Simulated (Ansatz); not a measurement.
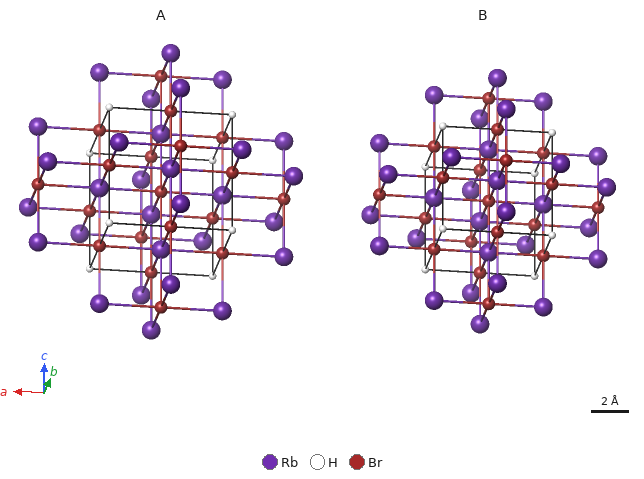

Two geometries of solid Rb3HBr4 (a generated structure, set up in Pm-3m) (coarse preliminary run), drawn at one scale. One is the start of a relaxation, the other its converged end. The picture is a ball-and-stick view of the cell of the calculation, seen from a free direction.

The calculation used DFT PBE, scalar-relativistic, plane waves, PAW (Ansatz 0.2.0). Settings: plane-wave cutoff 420 eV; k-point mesh 4 × 4 × 4; occupations gaussian; smearing width 0.1 eV; no spin polarisation; cell and atoms relaxed; force threshold 0.04 eV/Å; at most 70 steps.

Which one is relaxed?

Answer. Structure A is the relaxed one. After 4 accepted moves (6 points after the start) the energy has fallen by 2.104 eV per cell of the calculation. All forces vanish by symmetry, so only the cell relaxes. The pressure goes from 10.13 to 0.02 GPa. The SCF was repeated twice at an unchanged geometry on a basis and grid sized afresh for the cell, which shifted the energy by 15.3 meV per cell of the calculation at most. The atoms keep their places relative to the cell (all moves are under 0.005 Å). The volume changes by +42.5 %, with a = b = c 6.060 → 6.820 Å (+12.5 %). Near-neighbour distances that change, for instance: Br–Rb 3.030 → 3.410 Å. The space group stays Pm-3m (No. 221).
